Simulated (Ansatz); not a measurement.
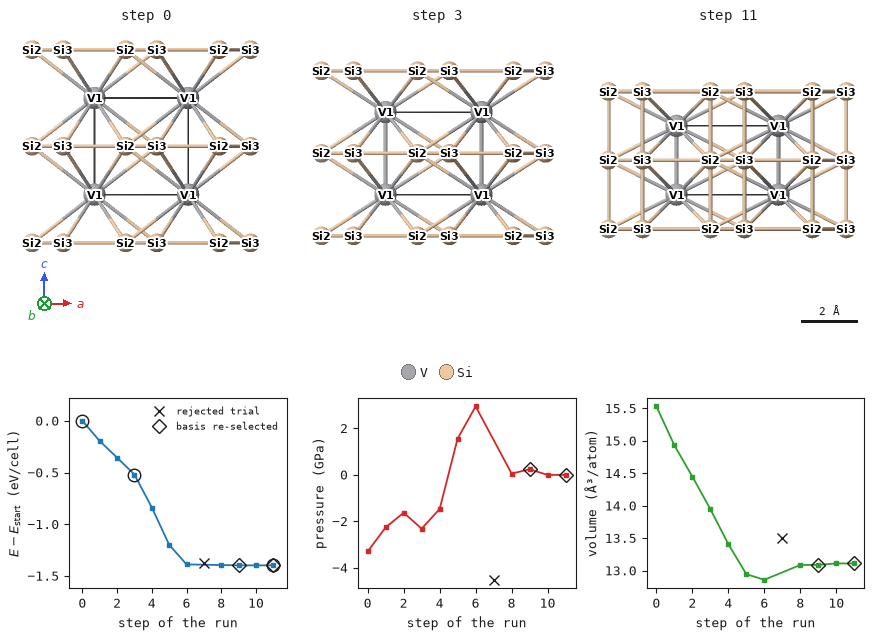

Frames of a relaxation of solid VSi₂ (a generated structure, set up in P6/mmm), marked on the history of the run. Style: ball-and-stick. Shown: the cell of the calculation, along the b axis.

Case: Sc → V on all its sites, cell and atoms relaxed.

Method: DFT PBE, scalar-relativistic, plane waves, PAW (Ansatz).

The input:
```yaml
crystal:
  lattice:
    - [3.9183863211, 0.0, 0.0]
    - [-1.9591931606, 3.3934220959, 0.0]
    - [0.0, 0.0, 3.5037137297]
  atoms:
    - { symbol: V, position: [0.0, 0.0, 0.0], spin: 2.18 }
    - { symbol: Si, position: [0.3333333333, 0.6666666667, 0.5] }
    - { symbol: Si, position: [0.6666666667, 0.3333333333, 0.5] }
basis:
  ecutwfc: 420
kpoints:
  mp_grid: { grid: [12, 12, 12] }
hamiltonian:
  xc: pbe
scf:
  occupations: { method: gaussian, width: 0.1 }
output:
  forces: true
  stress: true
  eigenvalues: true
  populations: true
magnetization:
  spin_polarized: true
relax:
  adjacent_minimum: "off"
  f_tol: 0.01
  max_steps: 60
  cell: { stress_tol: 0.1 }
```

Run as
```bash
ansatz run input.yaml --threads 1 --pin off --max-ram 2560MiB --backend cpu --events-out ev --progress --plain --runs-dir out
```

### Describe the path.

No atom moves by more than 0.005 Å relative to the cell. Cell: a = b 3.918 → 4.269 Å (+8.9 %), c 3.504 → 2.492 Å (−28.9 %). Volume −15.6 %. Near-neighbour distances that change, for instance: V1–V1 3.504 → 2.492 Å, Si2–Si2 3.504 → 2.492 Å, Si2–Si3 2.262 → 2.465 Å, V1–Si2 2.861 → 2.762 Å. The space group stays P6/mmm (No. 191). After 8 accepted moves (11 points after the start) the energy has fallen by 1.398 eV per cell of the calculation. All forces vanish by symmetry, so only the cell relaxes. The pressure goes from −3.30 to −0.01 GPa. The line search rejected the trial step at point 7 of the run. The SCF was repeated twice at an unchanged geometry on a basis and grid sized afresh for the cell, which shifted the energy by 3.0 meV per cell of the calculation at most. The program noted that the starting moments weren't kept. Cost: 3.2 min on 1 thread of Intel(R) Xeon(R) Platinum 8488C (Sapphire Rapids), on a shared host, peak memory 0.54 GiB. From step 0 to 3: volume −10.2 %, energy −0.519 eV per cell of the calculation. From step 3 to 11: volume −6.0 %, energy −0.878 eV per cell of the calculation.

```tsv
step	E − E(0), meV/atom	pressure, GPa	volume, Å³/atom	note
0	0.00	-3.30	15.529	
1	-65.17	-2.26	14.928	
2	-118.75	-1.63	14.447	
3	-173.09	-2.32	13.945	
4	-279.49	-1.47	13.406	
5	-399.64	1.56	12.945	
6	-462.80	2.94	12.858	
7	-458.85	-4.51	13.495	rejected
8	-464.84	0.05	13.088	
9	-465.85	0.24	13.088	same geometry, new basis
10	-465.87	-0.01	13.110	
11	-465.87	-0.01	13.110	same geometry, new basis
```
